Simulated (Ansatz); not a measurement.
**B: density, localisation and related maps**

Input

```
crystal:
  lattice:
    - [4.4981036256, 0.0, 0.0]
    - [0.0, 4.4981036256, 0.0]
    - [0.0, 0.0, 3.2367857805]
  atoms:
    - { symbol: B, position: [0.0751289378, 0.2970930524, 0.256538909] }
    - { symbol: B, position: [0.9248710622, 0.7029069476, 0.756538909] }
    - { symbol: B, position: [0.7029069476, 0.0751289378, 0.006538909] }
    - { symbol: B, position: [0.2970930524, 0.9248710622, 0.506538909] }
    - { symbol: B, position: [0.2970930524, 0.0751289378, 0.993461091] }
    - { symbol: B, position: [0.7029069476, 0.9248710622, 0.493461091] }
    - { symbol: B, position: [0.9248710622, 0.2970930524, 0.743461091] }
    - { symbol: B, position: [0.0751289378, 0.7029069476, 0.243461091] }
basis:
  ecutwfc: 420
kpoints:
  mp_grid: { grid: [8, 8, 12] }
hamiltonian:
  xc: pbe
scf:
  occupations: { method: gaussian, width: 0.1 }
output:
  forces: true
  stress: true
  eigenvalues: true
  write_density: true
  write_potential: true
  elf: true
  volumetric_format: npy
relax:
  adjacent_minimum: "off"
  f_tol: 0.01
  max_steps: 80
  cell: { stress_tol: 0.05 }
```

Launched as:

```sh
ansatz run input.yaml --threads 1 --pin off --max-ram 2560MiB --backend cpu --events-out ev --progress --plain --runs-dir out
```

Below, planes, directions and counts refer to the conventional cell (a = 4.49 Å, b = 4.49 Å, c = 3.24 Å, α = 90.00°, β = 90.00°, γ = 90.00°).

The fields are those of the relaxed geometry.

Space group P4₃22; a structure generated by program, which may or may not match a known phase.

Theory: Ansatz, DFT PBE, scalar-relativistic, plane waves, PAW.

Core electrons are frozen (PAW), and the valence fields are smoothed inside the atomic spheres.

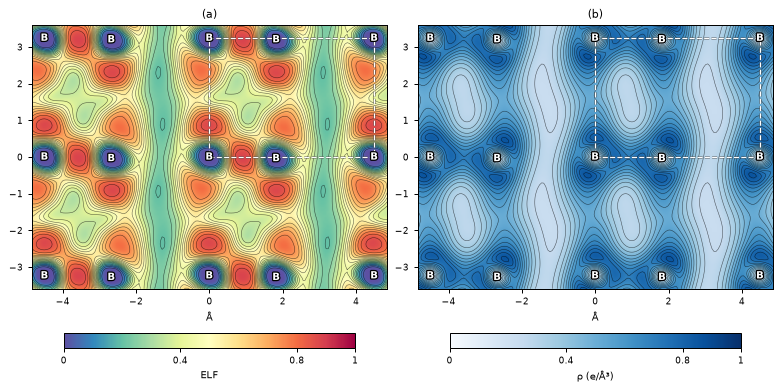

Figure 1. (a) electron localisation function; (b) valence charge density (pseudo) on the (100) plane of the conventional cell.

Question: What do the fields say about this system?

Answer: Atoms in the plane: B.
Atoms just off the plane (B, 0.7 Å away) can leave unmarked features too.
Between the atoms the lowest density in this plane is 0.23 e/Å³.

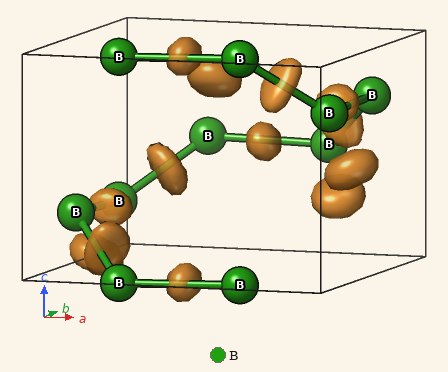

Figure 2. Isosurface of the electron localisation function at 0.85 (orange), seen slightly off an axis. Core shells and regions of very low density are left out. Sticks mark near contacts.

Question: Identify the bonds, lone pairs and shells in this picture.

Answer: The surface consists of twelve regions between bonded B–B atoms, counted in one cell of 8 atoms. Regions shared between cells count once. Along the contacts the grid gives the following. B–B (1.65 Å): the ELF peaks at about 0.90 between the atoms. B–B (1.72 Å): the ELF peaks at about 0.95 between the atoms.

Question: Metal or insulator at this level of theory?

Answer: It is metallic or semimetallic at this level of theory: no gap opens.
